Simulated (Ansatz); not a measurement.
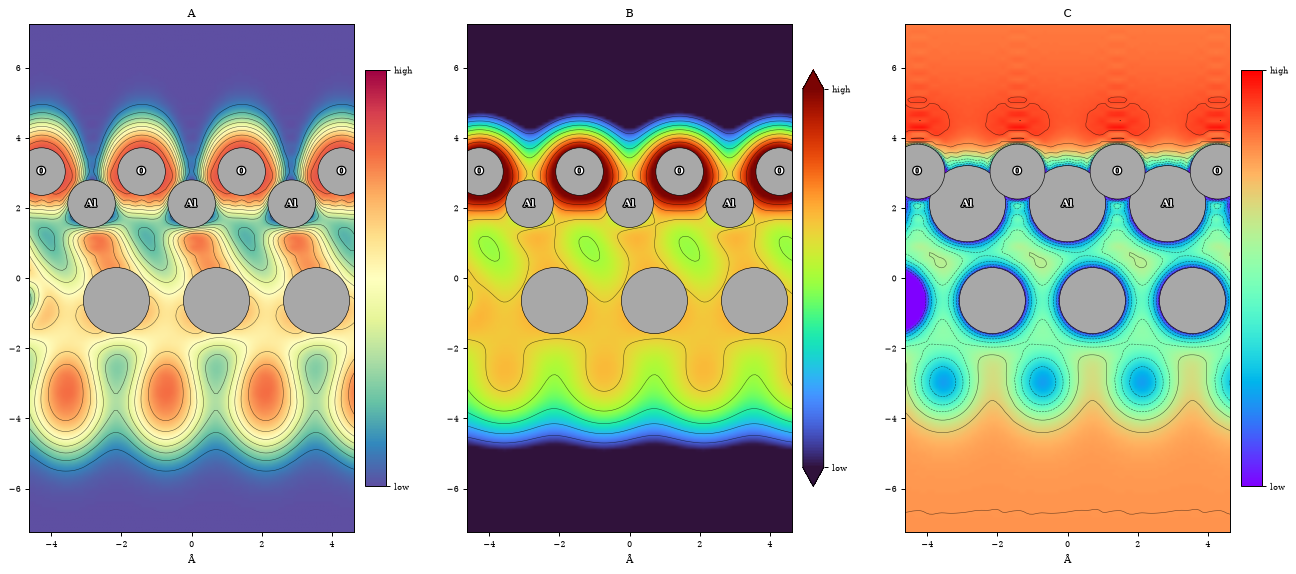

Al₉O (slab): 3 fields on the (010) plane of the calculation cell, a cut from vacuum to vacuum, with unlabelled colour scales. Grey discs cover the atomic cores.

A point of a scan over the structure, not its minimum; not relaxed (largest force 0.5 eV/Å); computed without spin polarisation; PAW files of the earlier set (soft_1).

Computed with DFT PBE, scalar-relativistic, plane waves, PAW (Ansatz 0.2.0).

### Match the panels to the quantities (electron localisation function, electrostatic potential energy of an electron and valence pseudo-density).

Panel A: electron localisation function. Panel B: valence pseudo-density. Panel C: electrostatic potential energy of an electron (low next to the atoms, rising into the space between them).
